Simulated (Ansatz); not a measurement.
# Geometry relaxation, with input and output: FePt2 (part 1 of 2)

The run: geometry relaxation of FePt2 (I4/mmm, 3 atoms in the cell). Method and program: DFT PBE, scalar-relativistic, plane waves, PAW, spin-polarised (Ansatz 0.2.0).

The structure was made by a generator, so it may or may not be a known phase. Figures and captions count atoms from 1; the log counts them from 0 in places.

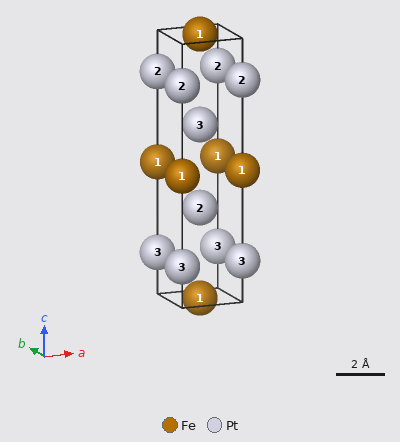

Fig. 1: The structure as given in the input (spheres-only view of the cell 2 times as large as that of the calculation, set on its symmetry axes, seen slightly off an axis; atoms are numbered from 1 in the order of the input). An atom can appear more than once, as a periodic image.

Input
```yaml
crystal:
  lattice:
    - [-1.378120979, 1.378120979, 5.7546001055]
    - [1.378120979, -1.378120979, 5.7546001055]
    - [1.378120979, 1.378120979, -5.7546001055]
  atoms:
    - { symbol: Fe, position: [0.5, 0.5, 0.0], spin: 3.36 }
    - { symbol: Pt, position: [0.8425654656, 0.8425654656, 0.0], spin: 0.35 }
    - { symbol: Pt, position: [0.1574345344, 0.1574345344, 0.0], spin: 0.35 }
basis:
  ecutwfc: 420
kpoints:
  mp_grid: { grid: [24, 24, 24] }
hamiltonian:
  xc: pbe
scf:
  occupations: { method: gaussian, width: 0.2 }
output:
  forces: true
  stress: true
  eigenvalues: true
  populations: true
magnetization:
  spin_polarized: true
relax:
  adjacent_minimum: "off"
  f_tol: 0.001
  max_steps: 60
  cell: { stress_tol: 0.01 }
```

Command:
```bash
ansatz run input.yaml --threads 4 --pin off --max-ram 8192MiB --backend cpu --events-out ev --progress --plain --runs-dir out
```

Log
```
basis.fft_grid_basis auto: the FFT boxes are laid along the combinations [[1, 0, 1], [0, 1, 1], [0, 0, 1]] of the cell's own vectors, 2.756, 2.756 and 6.076 Å long. The dense box has 20×20×45 points. Along the cell's own vectors, as sized, it would have 45×45×45, 5.06 times as many. Of the 16 symmetry operations that the crystal satisfies within crystal.symmetry.tolerance (time reversal apart; of a slab, those that keep its plane) the dense box along the cell's own vectors carries 16, and the one as laid loses 12 of those. basis.fft_grid_basis: typed keeps the cell's own vectors: state it where this run's energies or levels are differenced outside the engine with another run's, or held beside a run that keeps those vectors.
Engine: ansatz 0.2.0, x86_64-unknown-linux-gnu
Pseudopotentials: kind: paw
Pseudopotential: Fe, paw, valence charge 16, recommended cutoff 420 eV (normal), Fe.paw.azcp
Pseudopotential: Pt, paw, valence charge 18, recommended cutoff 420 eV (normal), Pt.paw.azcp
Functional definition: PBE
  parameter kappa = 0.804
  parameter beta = 0.06672455060314922
  exchange = pbe_x(kappa = kappa, mu = beta*pi^2/3)
  correlation = pbe_c(beta = beta)
Crystal: 3 atoms, lattice volume = 43.717 Å³
Basis set: ecut = 420 eV, 847 PW (Γ), FFT grids on a1+a3, a2+a3, a3, exchange–correlation on 40×40×90 points (8 copies of the dense FFT grid, shifted against one another)
Bands: 34, of which v1, the nominal top of the filled ones, is band 26 counted from 1 (25 counted from 0)
Symmetry: 16 space group operations
Space group: I4/mmm (ITA 139), of the structure as read, at distance tolerance 3.5e-5 Å
Magnetic group: BNS 139.531 (UNI 1191), of the structure as read, at distance tolerance 3.5e-5 Å
k-points: 1063 of 13824
Non-local potential: Fe, projectors of the file, l = 0: 3, l = 1: 2, l = 2: 3, l = 3: 1
Non-local potential: Pt, projectors of the file, l = 0: 3, l = 1: 2, l = 2: 2, l = 3: 1
PAW form: soft (Blöchl's): semilocal exchange-correlation on the pseudo side does not see the compensation charge
PAW one-centre angular grid: Fe, 590 points (default); XC on 64 Gauss nodes
PAW one-centre angular grid: Pt, 590 points (default); XC on 64 Gauss nodes
Initial density: superposition of atomic densities (chi_scale 0.1, normalization cell)
Starting moments: Σ|m| = 4.06 μB on 3 of 3 sites
Initial wavefunctions: pseudopotential atomic-orbital guess
Functional: x = pbe(κ = 0.804, μ = 0.2195149727645171), c = pbe(β = 0.06672455060314922)
SCF iter   1: F=—  HF=-29527.292478 eV  |F-HF|=—  |Δ(HF+E_count)|=         —  Δρ=4.72e-2 (↑3.71e-2 ↓4.72e-2)  dr2=4.29e0  dr2_m=5.92e-2  M=3.673 μB ∫|m|=3.746 μB  β_m=0.30  ethr=3.10e-3  ⟨swp⟩=5.0  Hψ=238403  notcnv=0
Mixer restart at iter 1: flushing history
preconditioner: auto → Kerker (q_TF=auto, 2.808 Å⁻¹)  [metal: Δε(μ)=0.001 eV  Ē_g=9.341 eV  σ=0.200 eV  W_gap=0.00  n_scr=20 (ndim 8)  ℏωp=29.7 eV  f_vac=0.000  D(μ)=2.14/eV (n_scr^D=20)]
spin=Collinear: Kerker preconditioning applied to the charge; magnetization (m = ρ↑ − ρ↓) channel mixes plain (no charge-response kernel on spin).
SCF iter   2: F=—  HF=-29527.197681 eV  |F-HF|=—  |Δ(HF+E_count)|=   9.48e-2  Δρ=3.39e-2 (↑2.68e-2 ↓3.39e-2)  dr2=2.72e0  dr2_m=2.87e-2  M=3.636 μB ∫|m|=3.735 μB  β_m=0.65  ethr=3.10e-3  ⟨swp⟩=2.0  Hψ=100634  notcnv=0  defer=4183
SCF iter   3: F=—  HF=-29527.225380 eV  |F-HF|=—  |Δ(HF+E_count)|=   2.77e-2  Δρ=1.48e-2 (↑1.48e-2 ↓8.12e-3)  dr2=1.93e-1  dr2_m=9.88e-3  M=3.554 μB ∫|m|=3.733 μB  β_m=0.64  ethr=3.10e-3  ⟨swp⟩=2.6  Hψ=118120  notcnv=0  defer=4265
SCF iter   4: F=—  HF=-29527.199263 eV  |F-HF|=—  |Δ(HF+E_count)|=         —  Δρ=5.78e-3 (↑5.15e-3 ↓5.78e-3)  dr2=1.26e-1  dr2_m=8.12e-4  M=3.572 μB ∫|m|=3.758 μB  β_m=0.64  ethr=3.71e-4  ⟨swp⟩=2.0  Hψ=144528  notcnv=0  defer=4309
Mixer restart at iter 4: flushing history
SCF iter   5: F=—  HF=-29527.181742 eV  |F-HF|=—  |Δ(HF+E_count)|=   1.75e-2  Δρ=6.11e-3 (↑4.67e-3 ↓6.11e-3)  dr2=3.29e-2  dr2_m=7.05e-4  M=3.604 μB ∫|m|=3.794 μB  β_m=0.56  ethr=2.42e-4  ⟨swp⟩=2.0  Hψ=95688  notcnv=0  defer=4275
SCF iter   6: F=—  HF=-29527.188003 eV  |F-HF|=—  |Δ(HF+E_count)|=   6.26e-3  Δρ=2.81e-3 (↑2.06e-3 ↓2.81e-3)  dr2=8.02e-3  dr2_m=1.42e-3  M=3.612 μB ∫|m|=3.803 μB  β_m=0.45  ethr=6.32e-5  ⟨swp⟩=2.0  Hψ=133945  notcnv=0  defer=4297
SCF iter   7: F=—  HF=-29527.191468 eV  |F-HF|=—  |Δ(HF+E_count)|=   3.46e-3  Δρ=2.98e-3 (↑9.13e-4 ↓2.98e-3)  dr2=3.98e-3  dr2_m=9.20e-4  M=3.628 μB ∫|m|=3.820 μB  β_m=0.88  ethr=1.54e-5  ⟨swp⟩=1.2  Hψ=77385  notcnv=0  defer=4293
SCF iter   8: F=—  HF=-29527.193351 eV  |F-HF|=—  |Δ(HF+E_count)|=   1.88e-3  Δρ=2.77e-4 (↑2.77e-4 ↓2.72e-4)  dr2=2.27e-4  dr2_m=1.51e-6  M=3.633 μB ∫|m|=3.827 μB  β_m=0.94  ethr=7.65e-6  ⟨swp⟩=2.0  Hψ=111120  notcnv=0  defer=4308
SCF iter   9: F=—  HF=-29527.193340 eV  |F-HF|=—  |Δ(HF+E_count)|=   1.11e-5  Δρ=1.85e-4 (↑1.51e-4 ↓1.85e-4)  dr2=5.79e-5  dr2_m=2.81e-7  M=3.634 μB ∫|m|=3.829 μB  β_m=0.97  ethr=4.36e-7  ⟨swp⟩=1.0  Hψ=73045  notcnv=0  defer=4308
SCF iter  10: F=—  HF=-29527.193333 eV  |F-HF|=—  |Δ(HF+E_count)|=   7.47e-6  Δρ=2.10e-5 (↑1.34e-5 ↓2.10e-5)  dr2=4.71e-7  dr2_m=1.39e-8  M=3.635 μB ∫|m|=3.829 μB  β_m=0.98  ethr=1.11e-7  ⟨swp⟩=1.9  Hψ=81532  notcnv=0  defer=4306
SCF iter  11: F=—  HF=-29527.193333 eV  |F-HF|=—  |Δ(HF+E_count)|=   3.36e-8  Δρ=5.13e-6 (↑4.09e-6 ↓5.13e-6)  dr2=3.51e-8  dr2_m=4.42e-9  M=3.635 μB ∫|m|=3.829 μB  β_m=0.99  ethr=9.05e-10  ⟨swp⟩=2.0  Hψ=99449  notcnv=0  defer=4306
SCF iter  12: F=-29527.193333 eV  HF=-29527.193333 eV  |F-HF|=4.40e-8  |Δ(HF+E_count)|=   4.80e-9  Δρ=6.34e-6 (↑2.05e-6 ↓6.34e-6)  dr2=4.81e-8  dr2_m=2.21e-9  M=3.635 μB ∫|m|=3.829 μB  ethr=6.75e-11  ⟨swp⟩=7.4  Hψ=248662  notcnv=0
SCF 1 converged in 12 iterations: F = -29527.193333 eV  dr2 = 4.81e-8
  greatest PAW one-centre occupation: 1.002 electrons in one spin orbital (limit 2), on the Fe atom at site 0 (counted from 0), in its partial waves of l = 1
relax step   1: F+E_penalty+E_count = -29527.19333251 eV  Δ(F+E_penalty+E_count) = +0.000e0 eV  max|allowed force component| = 3.022e-3 eV/Å  Δτ_max = 0.0000 Å  P = +0.034 GPa  Ω = 43.717 Å³  (12 SCF iters, dr2 threshold 1.00e-7 eV, accepted)
Crystal: 3 atoms, lattice volume = 43.734 Å³
Initial density: handed on by an earlier stage of this run
Starting moments: Σ|m| = 4.06 μB on 3 of 3 sites; this step starts from the density that it was given
Initial wavefunctions: those handed on with the density
iter 1 solved again at ethr=5.00e-9 eV; its pass at ethr=3.10e-3 eV (dr2=2.60e-6 eV) is discarded
SCF iter   1: F=—  HF=-29527.193329 eV  |F-HF|=—  |Δ(HF+E_count)|=         —  Δρ=6.66e-5 (↑6.66e-5 ↓5.56e-5)  dr2=1.24e-6  dr2_m=8.40e-7  M=3.636 μB ∫|m|=3.831 μB  β_m=0.65  ethr=5.00e-9  ⟨swp⟩=3.1  Hψ=324389  notcnv=0
preconditioner: auto → none  [metal: Δε(μ)=0.003 eV  Ē_g=9.319 eV  σ=0.200 eV  W_gap=0.01  n_scr=2 (ndim 8)  ℏωp=29.7 eV  f_vac=0.000  D(μ)=2.11/eV (n_scr^D=20)]
SCF iter   2: F=—  HF=-29527.193329 eV  |F-HF|=—  |Δ(HF+E_count)|=   1.14e-7  Δρ=3.52e-5 (↑2.01e-5 ↓3.52e-5)  dr2=7.01e-7  dr2_m=1.15e-7  M=3.636 μB ∫|m|=3.831 μB  β_m=0.47  ethr=2.38e-9  ⟨swp⟩=2.0  Hψ=122775  notcnv=0
SCF iter   3: F=—  HF=-29527.193329 eV  |F-HF|=—  |Δ(HF+E_count)|=   7.12e-9  Δρ=2.17e-5 (↑1.87e-5 ↓2.17e-5)  dr2=1.78e-7  dr2_m=1.19e-7  M=3.636 μB ∫|m|=3.831 μB  β_m=0.51  ethr=1.35e-9  ⟨swp⟩=2.0  Hψ=115719  notcnv=0
SCF iter   4: F=—  HF=-29527.193329 eV  |F-HF|=—  |Δ(HF+E_count)|=   1.40e-7  Δρ=1.19e-5 (↑1.19e-5 ↓7.35e-6)  dr2=8.86e-8  dr2_m=2.66e-8  M=3.637 μB ∫|m|=3.831 μB  β_m=0.45  ethr=3.42e-10  ⟨swp⟩=2.0  Hψ=101233  notcnv=0
SCF iter   5: F=—  HF=-29527.193329 eV  |F-HF|=—  |Δ(HF+E_count)|=   3.00e-9  Δρ=5.95e-6 (↑2.48e-6 ↓5.95e-6)  dr2=1.45e-8  dr2_m=5.07e-9  M=3.637 μB ∫|m|=3.831 μB  β_m=0.53  ethr=1.70e-10  ⟨swp⟩=2.0  Hψ=98757  notcnv=0
SCF iter   6: F=—  HF=-29527.193329 eV  |F-HF|=—  |Δ(HF+E_count)|=   2.09e-8  Δρ=2.97e-6 (↑2.97e-6 ↓2.50e-6)  dr2=2.11e-9  dr2_m=2.35e-9  M=3.637 μB ∫|m|=3.831 μB  β_m=0.59  ethr=2.78e-11  ⟨swp⟩=2.0  Hψ=110228  notcnv=0
SCF iter   7: F=—  HF=-29527.193330 eV  |F-HF|=—  |Δ(HF+E_count)|=   6.17e-9  Δρ=9.70e-7 (↑9.70e-7 ↓8.47e-7)  dr2=4.30e-11  dr2_m=3.06e-10  M=3.637 μB ∫|m|=3.831 μB  β_m=0.79  ethr=4.06e-12  ⟨swp⟩=2.0  Hψ=106657  notcnv=0
SCF iter   8: F=-29527.193330 eV  HF=-29527.193330 eV  |F-HF|=3.07e-9  |Δ(HF+E_count)|=   1.02e-9  Δρ=1.83e-6 (↑3.56e-7 ↓1.83e-6)  dr2=3.25e-9  dr2_m=2.56e-10  M=3.637 μB ∫|m|=3.831 μB  ethr=1.00e-12  ⟨swp⟩=1.3  Hψ=170321  notcnv=0
SCF 2 converged in 8 iterations: F = -29527.193330 eV  dr2 = 3.25e-9
relax step   2: F+E_penalty+E_count = -29527.19332950 eV  Δ(F+E_penalty+E_count) = +3.007e-6 eV  max|allowed force component| = 1.775e-3 eV/Å  Δτ_max = 0.0004 Å  P = -0.050 GPa  Ω = 43.734 Å³  energy of the carried Pulay correction = -8.381e-6 eV  (8 SCF iters, dr2 threshold 1.06e-8 eV, accepted)
Crystal: 3 atoms, lattice volume = 43.721 Å³
iter 1 solved again at ethr=3.36e-9 eV; its pass at ethr=3.10e-3 eV (dr2=1.75e-6 eV) is discarded
SCF iter   1: F=—  HF=-29527.193338 eV  |F-HF|=—  |Δ(HF+E_count)|=         —  Δρ=3.51e-5 (↑3.51e-5 ↓2.19e-5)  dr2=1.44e-6  dr2_m=1.72e-7  M=3.636 μB ∫|m|=3.831 μB  β_m=0.65  ethr=3.36e-9  ⟨swp⟩=2.5  Hψ=301642  notcnv=0
preconditioner: auto → none  [metal: Δε(μ)=0.003 eV  Ē_g=9.321 eV  σ=0.200 eV  W_gap=0.01  n_scr=2 (ndim 8)  ℏωp=29.7 eV  f_vac=0.000  D(μ)=2.11/eV (n_scr^D=20)]
SCF iter   2: F=—  HF=-29527.193338 eV  |F-HF|=—  |Δ(HF+E_count)|=   2.91e-7  Δρ=2.05e-5 (↑1.98e-5 ↓2.05e-5)  dr2=2.73e-6  dr2_m=4.79e-9  M=3.636 μB ∫|m|=3.831 μB  β_m=0.31  ethr=2.78e-9  ⟨swp⟩=2.2  Hψ=114372  notcnv=0
SCF iter   3: F=—  HF=-29527.193337 eV  |F-HF|=—  |Δ(HF+E_count)|=   5.95e-7  Δρ=1.03e-5 (↑9.50e-6 ↓1.03e-5)  dr2=2.90e-8  dr2_m=2.86e-8  M=3.636 μB ∫|m|=3.831 μB  β_m=0.40  ethr=2.78e-9  ⟨swp⟩=2.0  Hψ=100280  notcnv=0
SCF iter   4: F=—  HF=-29527.193338 eV  |F-HF|=—  |Δ(HF+E_count)|=   8.92e-8  Δρ=6.72e-6 (↑5.29e-6 ↓6.72e-6)  dr2=4.30e-9  dr2_m=1.29e-8  M=3.636 μB ∫|m|=3.831 μB  β_m=0.64  ethr=5.58e-11  ⟨swp⟩=2.0  Hψ=100667  notcnv=0
SCF iter   5: F=—  HF=-29527.193338 eV  |F-HF|=—  |Δ(HF+E_count)|=   7.84e-8  Δρ=3.77e-6 (↑1.97e-6 ↓3.77e-6)  dr2=3.31e-9  dr2_m=2.85e-9  M=3.636 μB ∫|m|=3.831 μB  β_m=0.82  ethr=8.27e-12  ⟨swp⟩=2.0  Hψ=128518  notcnv=0
SCF iter   6: F=—  HF=-29527.193338 eV  |F-HF|=—  |Δ(HF+E_count)|=   2.01e-8  Δρ=3.48e-6 (↑3.48e-6 ↓1.90e-6)  dr2=1.13e-8  dr2_m=3.39e-10  M=3.636 μB ∫|m|=3.831 μB  β_m=0.68  ethr=6.36e-12  ⟨swp⟩=2.1  Hψ=124757  notcnv=0
SCF iter   7: F=—  HF=-29527.193338 eV  |F-HF|=—  |Δ(HF+E_count)|=   1.67e-9  Δρ=6.10e-7 (↑2.15e-7 ↓6.10e-7)  dr2=1.38e-10  dr2_m=6.01e-11  M=3.636 μB ∫|m|=3.831 μB  β_m=0.78  ethr=6.36e-12  ⟨swp⟩=2.0  Hψ=122761  notcnv=0
SCF iter   8: F=-29527.193338 eV  HF=-29527.193338 eV  |F-HF|=1.65e-9  |Δ(HF+E_count)|=  3.78e-10  Δρ=1.47e-6 (↑4.99e-7 ↓1.47e-6)  dr2=1.80e-9  dr2_m=1.16e-10  M=3.636 μB ∫|m|=3.831 μB  ethr=1.00e-12  ⟨swp⟩=2.0  Hψ=198957  notcnv=0
SCF 3 converged in 8 iterations: F = -29527.193338 eV  dr2 = 1.80e-9
relax step   3: F+E_penalty+E_count = -29527.19333766 eV  Δ(F+E_penalty+E_count) = -8.161e-6 eV  max|allowed force component| = 5.323e-4 eV/Å  Δτ_max = 0.0001 Å  P = +0.014 GPa  Ω = 43.721 Å³  energy of the carried Pulay correction = -1.896e-6 eV  (8 SCF iters, dr2 threshold 7.06e-9 eV, accepted)
Crystal: 3 atoms, lattice volume = 43.724 Å³
iter 1 solved again at ethr=1.63e-10 eV; its pass at ethr=3.10e-3 eV (dr2=8.49e-8 eV) is discarded
SCF iter   1: F=—  HF=-29527.193336 eV  |F-HF|=—  |Δ(HF+E_count)|=         —  Δρ=8.54e-6 (↑8.54e-6 ↓7.39e-6)  dr2=1.04e-7  dr2_m=1.19e-8  M=3.636 μB ∫|m|=3.831 μB  β_m=0.65  ethr=1.63e-10  ⟨swp⟩=2.5  Hψ=308500  notcnv=0
SCF iter   2: F=—  HF=-29527.193336 eV  |F-HF|=—  |Δ(HF+E_count)|=   2.78e-8  Δρ=5.79e-6 (↑5.79e-6 ↓5.61e-6)  dr2=1.92e-7  dr2_m=1.29e-9  M=3.636 μB ∫|m|=3.831 μB  β_m=0.32  ethr=1.63e-10  ⟨swp⟩=2.1  Hψ=113203  notcnv=0
SCF iter   3: F=—  HF=-29527.193336 eV  |F-HF|=—  |Δ(HF+E_count)|=   4.19e-8  Δρ=3.89e-6 (↑2.56e-6 ↓3.89e-6)  dr2=4.10e-9  dr2_m=2.77e-9  M=3.636 μB ∫|m|=3.831 μB  β_m=0.42  ethr=1.63e-10  ⟨swp⟩=2.0  Hψ=100664  notcnv=0
SCF iter   4: F=—  HF=-29527.193336 eV  |F-HF|=—  |Δ(HF+E_count)|=   1.02e-8  Δρ=2.10e-6 (↑2.10e-6 ↓1.76e-6)  dr2=4.76e-10  dr2_m=1.22e-9  M=3.636 μB ∫|m|=3.831 μB  β_m=0.47  ethr=7.89e-12  ⟨swp⟩=2.0  Hψ=115215  notcnv=0
SCF iter   5: F=—  HF=-29527.193336 eV  |F-HF|=—  |Δ(HF+E_count)|=   4.76e-9  Δρ=1.32e-6 (↑4.54e-7 ↓1.32e-6)  dr2=6.02e-10  dr2_m=2.25e-10  M=3.636 μB ∫|m|=3.831 μB  β_m=0.56  ethr=1.00e-12  ⟨swp⟩=2.0  Hψ=119239  notcnv=0
SCF iter   6: F=—  HF=-29527.193336 eV  |F-HF|=—  |Δ(HF+E_count)|=   1.82e-9  Δρ=5.57e-7 (↑5.57e-7 ↓5.56e-7)  dr2=7.90e-11  dr2_m=9.80e-11  M=3.636 μB ∫|m|=3.831 μB  β_m=0.70  ethr=1.00e-12  ⟨swp⟩=2.0  Hψ=124123  notcnv=0
SCF iter   7: F=-29527.193336 eV  HF=-29527.193336 eV  |F-HF|=5.82e-11  |Δ(HF+E_count)|=  3.35e-10  Δρ=2.39e-7 (↑2.38e-7 ↓2.39e-7)  dr2=7.29e-11  dr2_m=1.05e-11  M=3.636 μB ∫|m|=3.831 μB  ethr=1.00e-12  ⟨swp⟩=2.0  Hψ=205952  notcnv=0
SCF 4 converged in 7 iterations: F = -29527.193336 eV  dr2 = 7.29e-11
```
